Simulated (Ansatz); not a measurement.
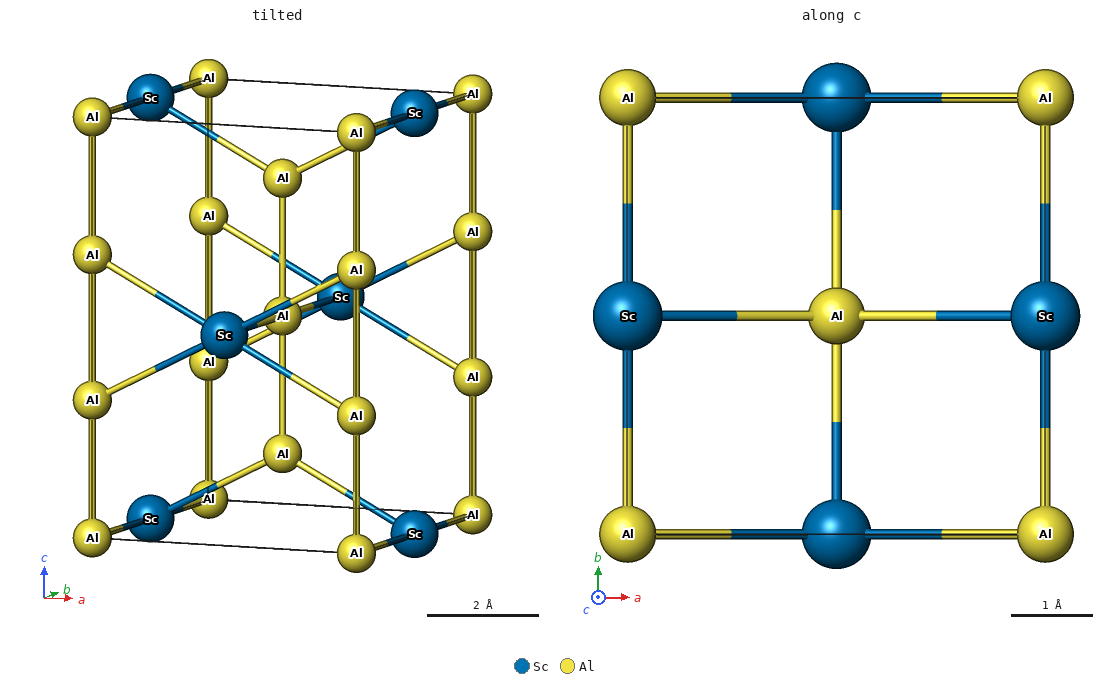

Structure drawing (ball-and-stick), viewed slightly off an axis and along the c axis. The conventional unit cell is outlined; an atom on or near a face, edge or corner is repeated at each equivalent position. Cell: a = 5.17 Å, b = 5.40 Å, c = 7.66 Å, α = 90.00°, β = 90.00°, γ = 90.00°.

The structure comes from a random cell made by a generator, so it need not be a real form of the compound. Earlier steps of the study may have refined or changed the cell and positions. It was the input of a calculation with Ansatz.

### In words:

Its composition is ScAl3. The structure has Immm (No. 71) symmetry and a body-centred orthorhombic lattice. Counting shared atoms by their share gives 2 Sc, 6 Al, or 8 atoms. Each Sc atom is coordinated by six Al at about 2.7 to 2.9 Å. The neighbours of Al are two Sc and two Al (about 2.7 to 2.9 Å to Sc, 2.5 to 2.6 Å to Al). The bonds build a three-dimensional framework.

Method: Ansatz, DFT PBE, scalar-relativistic, plane waves, PAW; an energy cutoff of 420 eV, k-points about 0.14 Å⁻¹ apart, Gaussian smearing of 0.1 eV, no spin polarisation.

### What does the calculation say: metal or gapped?

A metal: bands cross the Fermi level.

### What are the atomic charges by Bader's partition?

Sc +1.07 e; Al -0.56 to -0.25 e.

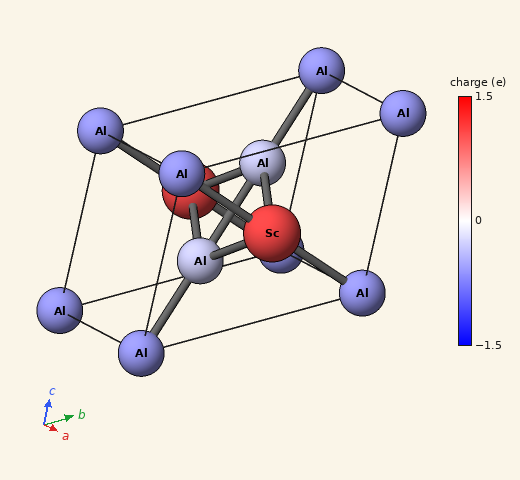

The atoms coloured by those charges. The run's cell of 4 atoms is drawn in a reduced setting, so axes and origin can differ from the first picture.

### Does this geometry sit at a stationary point of the energy?

Yes. The largest force is 0.01 eV/Å. The pressure is 0.0 GPa, close to zero.
